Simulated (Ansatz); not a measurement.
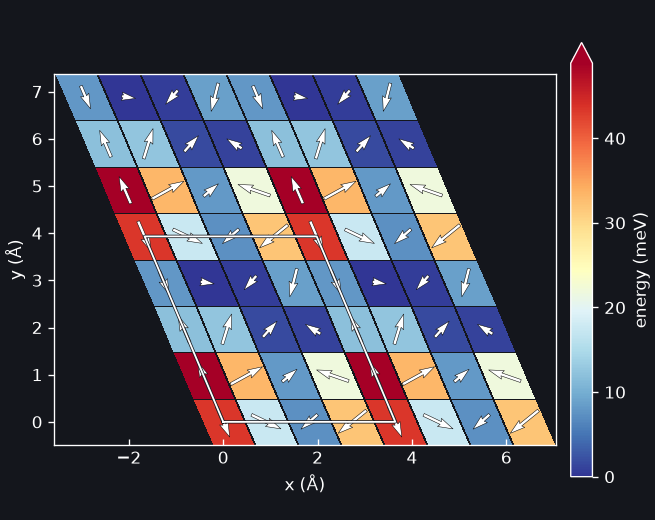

Energy landscape of N₂ on a C(110) slab cut from the R-3m phase, its upper half relaxed before the scan (10 atoms of substrate and one adsorbate in a 1 × 1 cell). N2 is moved over the surface cell at a fixed height above a rigid substrate; the origin of the map has the adsorbate above C9; the height is held at 3.20 Å. Places are given modulo a cell vector. The map is drawn in real space over the plane of the surface. Grid: 4 × 4 points. All energies are given in meV relative to the lowest grid point. With one adsorbate in each 1 × 1 cell, its nearest image is 3.6 Å away, so neighbouring adsorbates interact. At a fixed height the lowest place need not be the adsorption site. Theory: DFT PBE+D3(BJ), scalar-relativistic, plane waves, PAW in Ansatz 0.2.0. Settings: cutoff 420 eV, k-mesh 8×7×1, gaussian smearing 0.05 eV, no spin polarisation.

Drawn: one coloured cell a grid point, arrows along the force (downhill), their lengths compressed, the outline of one cell of the 2 × 2 shown, one colour for all values above the top of the scale. 

### What does the map say about the system?

The lowest grid point is at (1/4, 3/4) of the cell vectors. The highest grid point, (0/4, 1/4) of the cell vectors, lies 48.9 meV above the lowest.

Each point was launched as `ansatz run input.yaml --threads 1 --pin off --max-ram 3072MiB --backend cpu --events-out ev --progress --plain --runs-dir out`. Time for the 16 points that were run: 6.2 min on 1 thread of Intel(R) Xeon(R) Platinum 8488C (Sapphire Rapids) (shared host).

PAW datasets: the set soft_1.
